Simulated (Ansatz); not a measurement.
# From r2SCAN to G0W0: VBiO4 (Dreyerite), part 2 of 3

How far does one-shot GW move the r2SCAN gap of VBiO4 (Dreyerite)?

Ansatz 0.2.0; r2SCAN, then G0W0 on it, plane waves, PAW. Known limits of the many-body steps: finite bands, screening cutoff and k mesh; no spin-orbit coupling in G0W0; no spin polarisation.

So far. Step 2 (Bands along the symmetry lines): Over mesh and path the gap is 2.949 eV, from k = (0.333, 0.333, -0.333) to k = (0.317, 0.317, -0.317). The least direct gap found is 2.952 eV, at k = (0.333, 0.333, -0.333). On the 6×6×6 mesh alone the same run gives 2.952 eV, so that mesh misses an edge of r2SCAN: 2.952 − 2.949 = +0.003 eV.

**3. One-shot GW**

G0W0 replaces the xc potential by a self-energy built once from the orbitals of the start. Levels are corrected in the window of bands that the input names, at points of the mesh.

This step: G0W0 on r2SCAN, plane waves, PAW; PAW set soft_1.

input.yaml

```yaml
crystal:
  lattice:
    - [-3.6515, 3.6515, 3.292]
    - [3.6515, -3.6515, 3.292]
    - [3.6515, 3.6515, -3.292]
  atoms:
    - { symbol: V, position: [0.5, 0.5, 0.0] }
    - { symbol: V, position: [0.25, 0.75, 0.5] }
    - { symbol: Bi, position: [0.75, 0.25, 0.5] }
    - { symbol: Bi, position: [0.0, 0.0, 0.0] }
    - { symbol: O, position: [0.152062534, 0.3328889632, 0.8191735708] }
    - { symbol: O, position: [0.0828889632, 0.7637153925, 0.6808264292] }
    - { symbol: O, position: [0.5137153925, 0.3328889632, 0.1808264292] }
    - { symbol: O, position: [0.0828889632, 0.402062534, 0.3191735708] }
    - { symbol: O, position: [0.597937466, 0.9171110368, 0.6808264292] }
    - { symbol: O, position: [0.6671110368, 0.847937466, 0.1808264292] }
    - { symbol: O, position: [0.2362846075, 0.9171110368, 0.3191735708] }
    - { symbol: O, position: [0.6671110368, 0.4862846075, 0.8191735708] }
kpoints:
  mp_grid: { grid: [4, 4, 4] }
hamiltonian:
  xc: r2scan
  pseudopotentials: { kind: paw, azcp: { folder: soft_1 } }
scf:
  occupations: { method: fixed }
gw:
  n_empty_bands: 962
  ecut_chi: 180.0
  qp_bands: [v4, c4]
  qp_kpoints: band_edges
  screening: { model: contour_deformation }
```

The run is started by

```bash
$ ansatz run input.yaml --threads 3 --pin off --max-ram 92160MiB --backend cuda --events-out ev --progress --plain --runs-dir out --devices 1 --max-vram 13GiB
```

Numbers of over 12 decimals in the logs are rounded to 6 here.

What it wrote:

```text
GPUs: using 1 of 1 available (devices: 1).
[...]
GPU FFT provider: cuFFT
GPU libraries: cuBLAS 13.8.2, cuFFT 12.4.0, cuSOLVER 12.3.4
Crystal: 12 atoms, lattice volume = 175.575 Å³
Basis set: ecut = 500 eV, 4449 PW (Γ), exchange–correlation on 180×180×180 points (64 copies of the dense FFT grid, shifted against one another)
Bands: 64, of which v1, the nominal top of the filled ones, is band 52 counted from 1 (51 counted from 0)
Symmetry: 16 space group operations
[...]
k-points: 13 of 64
[...]
GPU buffer pool allocated for 91125 grid points (all kernels)
[...]
SCF iter   1: F=—  HF=-35215.685630 eV  |F-HF|=—  |Δ(HF+E_count)|=         —  Δρ=6.67e-2  dr2=1.36e1  dr2_τ=9.56e-1  ethr=3.10e-3  ⟨swp⟩=4.1  Hψ=2590  notcnv=0  defer=104
[...]
SCF iter  10: F=-35213.968993 eV  HF=-35213.968994 eV  |F-HF|=1.52e-8  |Δ(HF+E_count)|=   5.96e-8  Δρ=3.05e-6  dr2=2.40e-8  dr2_τ=6.37e-10  ethr=9.62e-11  ⟨swp⟩=9.8  Hψ=2926  notcnv=0
SCF 1 converged in 10 iterations: F = -35213.968993 eV  dr2 = 2.40e-8
[...]
NSCF: frozen V_eff on 13 k-points
the band table was solved once the SCF had ended and its energy, with any forces and stress, was formed, with the checks that follow a solve (3070 applications of the Hamiltonian). They found nothing against the state; the energy, forces and stress were not computed again (output.eigenvalues in the input reference)
[...]
G₀W₀ screening: q 1/13
[... further progress lines ...]
[...]
SCF converged after 10 iterations
Free energy (F): -35213.968993 eV
[...]
Internal energy: -35213.968993 eV  (E = F + TS)
E sigma→0 (E₀):  -35213.968993 eV
Fermi energy:    5.924880 eV
[...]
--- Band table (eV; the first three rows and the last of 13) ---
  k-point 0: bands = [... 48 lower, 5.2536, 5.4227, 5.4227, 5.6508, 9.4641, 9.9996, 10.0343, 10.0460, ... 8 higher]
  k-point 1: bands = [... 48 lower, 5.3157, 5.3186, 5.5302, 5.5813, 9.4882, 9.8638, 9.9878, 10.0902, ... 8 higher]
  k-point 2: bands = [... 48 lower, 5.3326, 5.3326, 5.5606, 5.5606, 9.6391, 9.6391, 9.9455, 9.9455, ... 8 higher]
  k-point 12: bands = [... 48 lower, 5.1690, 5.1690, 5.3966, 5.3966, 9.8044, 9.8044, 9.9154, 9.9154, ... 8 higher]
--- G₀W₀: contour deformation, 6 samples at zero and on the imaginary axis and 1 off it, 64 q-points, 962 empty bands' worth ---
  eigenvalues of the whole cell's RPA ε∞ on this k-mesh (on a slab, of 1 + 4πα/V) = 4.5103, 4.5103, 5.8366; static W/v taken at q = 0 is 0.203016
  gw.qp_kpoints: band_edges: 12 of 13 stored k-points solved, in 1 pass; an edge of the gap read off the rows below is read off those points alone
    valence top: of the k-points left out ik 12 came nearest to being solved in a further pass, in band 51 (counted from 1, as in the quasiparticle table): it holds the edge there only if its correction is more favourable than any solved in that band by at least 0.491 eV; those differ by 0.080 eV
    conduction bottom: of the k-points left out ik 12 came nearest to being solved in a further pass, in band 54 (counted from 1, as in the quasiparticle table): it holds the edge there only if its correction is more favourable than any solved in that band by at least 0.660 eV; those differ by 0.258 eV
    ik  band        ε_KS         Σx   Σc(E_QP)       V_xc       Z   E_QP_lin       E_QP  E_QP is
     0    49      5.2536   -25.2568     4.5693   -20.3869  0.7163     4.9512     4.9529  root
     0    50      5.4227   -25.5242     4.2955   -20.9902  0.7223     5.1832     5.1842  root
     0    51      5.4227   -25.5242     4.2955   -20.9902  0.7223     5.1832     5.1842  root
     0    52      5.6508   -25.6188     4.4680   -20.8814  0.7201     5.3800     5.3813  root
     0    53      9.4641   -15.8355    -6.4468   -23.4236  0.7171    10.6308    10.6055  root
     0    54      9.9996   -17.0825    -6.2612   -24.5626  0.7034    11.2506    11.2184  root
     0    55     10.0343   -16.8380    -6.4200   -24.4171  0.7030    11.2249    11.1934  root
     0    56     10.0460   -14.5535    -5.5954   -21.1195  0.7462    11.0321    11.0165  root
     1    49      5.3157   -25.3731     4.3011   -20.8233  0.7219     5.0658     5.0669  root
     1    50      5.3186   -24.7291     3.3927   -21.0409  0.7389     5.0217     5.0230  root
     1    51      5.5302   -25.4674     4.4718   -20.7158  0.7197     5.2490     5.2505  root
     1    52      5.5813   -25.1713     3.7663   -21.1685  0.7308     5.3439     5.3448  root
     1    53      9.4882   -15.7898    -6.2625   -23.1709  0.7208    10.6305    10.6068  root
     1    54      9.8638   -16.7114    -6.1789   -24.0402  0.7106    11.0416    11.0137  root
     1    55      9.9878   -16.9258    -6.3555   -24.4749  0.7038    11.2131    11.1814  root
     1    56     10.0902   -16.8000    -6.3267   -24.2476  0.7087    11.2398    11.2111  root
     2    49      5.3326   -25.2683     4.4973   -20.4789  0.7182     5.0389     5.0405  root
     2    50      5.3326   -25.2683     4.4973   -20.4789  0.7182     5.0389     5.0405  root
     2    51      5.5606   -24.8223     3.3193   -21.2582  0.7378     5.3148     5.3157  root
     2    52      5.5606   -24.8223     3.3193   -21.2582  0.7378     5.3148     5.3157  root
     2    53      9.6391   -16.1654    -6.0301   -23.3030  0.7199    10.7705    10.7467  root
     2    54      9.6391   -16.1654    -6.0301   -23.3030  0.7199    10.7705    10.7467  root
     2    55      9.9455   -16.7884    -6.4165   -24.3704  0.7059    11.1413    11.1110  root
     2    56      9.9455   -16.7884    -6.4165   -24.3704  0.7059    11.1413    11.1110  root
     3    49      5.1873   -25.1630     4.4908   -20.3741  0.7172     4.8874     4.8891  root
     3    50      5.2772   -25.3074     4.3194   -20.7268  0.7210     5.0148     5.0161  root
     3    51      5.5718   -24.8896     3.4820   -21.1503  0.7361     5.3135     5.3145  root
     3    52      5.5866   -25.5506     4.4734   -20.8020  0.7198     5.3101     5.3114  root
     3    53      9.5481   -15.4695    -6.0147   -22.4930  0.7305    10.5758    10.5569  root
     3    54      9.5581   -15.9726    -6.3577   -23.4730  0.7168    10.7265    10.7009  root
     3    55      9.7511   -15.5231    -6.1293   -22.6789  0.7242    10.7986    10.7776  root
     3    56      9.9381   -16.8880    -6.2193   -24.3103  0.7065    11.1717    11.1411  root
     4    49      5.2387   -25.1778     4.4850   -20.3913  0.7179     4.9354     4.9372  root
     4    50      5.4075   -25.2747     4.3951   -20.5910  0.7202     5.1174     5.1189  root
     4    51      5.5566   -25.1207     3.5910   -21.2867  0.7332     5.3127     5.3136  root
     4    52      5.7441   -24.7590     3.1144   -21.3939  0.7425     5.4925     5.4934  root
     4    53      9.3494   -15.5796    -6.0698   -22.6817  0.7301    10.4009    10.3816  root
     4    54      9.6278   -16.0364    -6.1767   -23.3217  0.7195    10.7605    10.7364  root
     4    55      9.7578   -16.2514    -6.2764   -23.6533  0.7149    10.9091    10.8833  root
     4    56      9.8731   -16.5963    -6.2863   -24.0526  0.7092    11.0719    11.0431  root
[...]
10    53      9.5261   -15.6597    -6.1032   -22.8586  0.7258    10.6438    10.6217  root
    10    54      9.7274   -16.0567    -5.9530   -23.0783  0.7241    10.8180    10.7961  root
    10    55      9.9420   -16.8778    -6.2390   -24.3182  0.7066    11.1739    11.1434  root
    10    56     10.0414   -16.7297    -6.2280   -24.0592  0.7099    11.1702    11.1429  root
    11    49      5.1809   -24.9932     4.4891   -20.1866  0.7175     4.8615     4.8634  root
    11    50      5.1809   -24.9932     4.4891   -20.1866  0.7175     4.8615     4.8634  root
    11    51      5.5293   -24.8319     3.2298   -21.3556  0.7392     5.2820     5.2829  root
    11    52      5.5293   -24.8319     3.2298   -21.3556  0.7392     5.2820     5.2829  root
    11    53      9.6490   -15.8989    -5.8753   -22.8318  0.7280    10.7273    10.7066  root
    11    54      9.6490   -15.8989    -5.8753   -22.8318  0.7280    10.7273    10.7066  root
    11    55      9.9024   -16.5138    -6.2558   -23.9213  0.7107    11.0821    11.0542  root
    11    56      9.9024   -16.5138    -6.2558   -23.9213  0.7107    11.0821    11.0542  root
```

Elapsed: 1.7 min, on 1 × NVIDIA H100 80GB HBM3 (shared by 6 runs) with 3 threads of AMD EPYC 7R13 (Zen 3), shared host; peak memory 4.1 GiB.

This step gave:

```
bands summed                                    : 1014
RPA ε∞ on this mesh (eigenvalues)               : 4.510, 4.510, 5.837
plane waves in the screening matrix             : 951
q-points in the mesh                            : 64
G0W0 gap over the corrected points              : 4.444 eV
k of the valence top                            : 0, -0.5, 0
k of the conduction bottom                      : 0, -0.5, 0
starting gap on the mesh                        : 3.169 eV
Z at the valence top                            : 0.7480
Z at the conduction bottom                      : 0.7334
least direct G0W0 gap over the corrected points : 4.444 eV
```

Over 12 of 13 irreducible mesh points the G0W0 gap is 4.444 eV, direct, at k = (0.000, -0.500, 0.000). The r2SCAN gap of this run on the mesh is 3.169 eV. The two states that bound the G0W0 gap lie that far apart at the start, so the correction of the gap is 4.444 − 3.169 = +1.275 eV. The start of this run differs from the step before in mesh (6×6×6 and 4×4×4).

Labels follow the order of the start: v1 is the top filled band, c1 the lowest empty one; levels that stay degenerate share a row, the window can cut a multiplet, doubted levels are not marked in this list, bands outside the window were not corrected, and the list may be a part of the corrected levels. The levels before and after the correction (eV, zero at the valence-band top of each column):

```csv
,conduction bottom,valence top
Kohn-Sham,3.17,0.00
G0W0,4.44,0.00
```

```csv
,level,occupation,energy (eV)
Kohn-Sham,(0 -0.5 0) v4,2,-0.820
Kohn-Sham,(0 -0.5 0) v3,2,-0.578
Kohn-Sham,(0 -0.5 0) v2,2,-0.423
Kohn-Sham,(0 -0.5 0) v1,2,0.000
Kohn-Sham,(0 -0.5 0) c1,0,3.169
Kohn-Sham,(0 -0.5 0) c2,0,3.688
Kohn-Sham,(0 -0.5 0) c3,0,3.759
Kohn-Sham,(0 -0.5 0) c4,0,3.929
G0W0,(0 -0.5 0) v4,2,-0.886
G0W0,(0 -0.5 0) v3,2,-0.559
G0W0,(0 -0.5 0) v2,2,-0.443
G0W0,(0 -0.5 0) v1,2,0.000
G0W0,(0 -0.5 0) c1,0,4.444
G0W0,(0 -0.5 0) c2,0,4.981
G0W0,(0 -0.5 0) c3,0,5.171
G0W0,(0 -0.5 0) c4,0,5.374
```

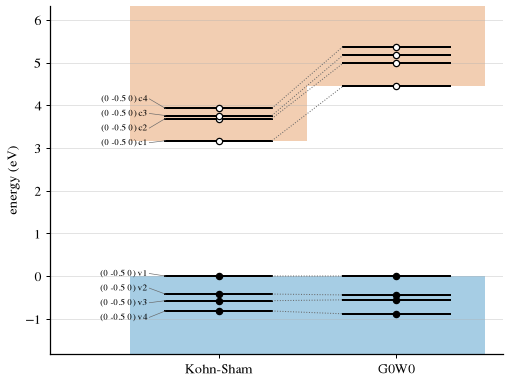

Levels before and after the correction. Shaded: valence and conduction bands. Filled marks are occupied levels, open marks empty ones.

The parts of the quasiparticle energy for the two states that bound the G0W0 gap, in eV on the run's own scale (QP = start + Σx + Σc − Vxc, with Σc at the quasiparticle energy):

```csv
edge,k,band,start,Σx,Σc,Vxc,Z,QP
valence top,"(0.000, -0.500, 0.000)",52,5.925,−24.605,2.971,−21.371,0.748,5.661
conduction bottom,"(0.000, -0.500, 0.000)",53,9.094,−15.311,−6.209,−22.531,0.733,10.105
```

[end of part 2 of 3]

[Paths, hosts, dates, memory and timing lines, banners, echoed tables and standing remarks are left out of the program output.]

[Logs are printed without paths, hosts, clocks, repeated set-up lines and the standing remarks that a program may print on its own settings, such as how far it seeks lower states.]

[Runs of the session that timed out or met a known fault of the program may be left out.]

[Cells called generated may have been cut or substituted from an entry of the Crystallography Open Database or the Materials Project.]

[Hosts, paths, dates, database ids (printed as entryN), source tags and the programs' standing remarks are cut or masked in the printed files.]

[Where an RPA ε∞ is given, it is that of the G0W0 mesh and is not shown converged in it. Names of k-points follow the symmetry that the program found, which can be lower than the space group named. Band edges on a path are those of the sampled points; other points can move an edge, and change direct to indirect where valleys lie close.]

[Hybrid gaps are those of their k-mesh and are not shown converged in it.]
